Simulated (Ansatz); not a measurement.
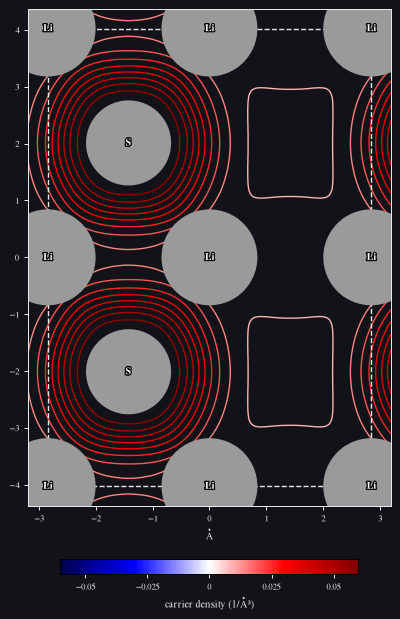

Figure 1: Li2S. Where the hole sits when 0.5 electron is taken from the 3-atom cell of the calculation (uniform compensating background, atoms fixed); the change of density for each carrier, counted positive where the carrier is: a map on the (011) plane of the conventional cell, with grey discs over the atomic cores. Cores are masked to 0.8 Å (Li) and 0.7 Å (S).

Space group Fm-3m; the calculation finds a residual pressure of about −3 GPa at this fixed cell.

Level of theory: Ansatz 0.2.0, DFT LDA, scalar-relativistic, plane waves, PAW.

In a PAW calculation such maps are meaningful between the atoms, not at the nuclei.

Q: Where does the doped charge go?

A: Summed over atomic cells sized by the Bader volumes, the hole divides as S about 95 % and Li little; the most favoured element is S, which fills 85 % of the volume.
- Over the whole cell, outside the cores, it is densest at the edge of the masked core of S.
- The counter-flow of charge adds up to under 0.1 e for each carrier.
- These are shares of the net change, screening included; the states that take the carrier can be more concentrated.
- This is very heavy doping, far beyond the dilute limit.
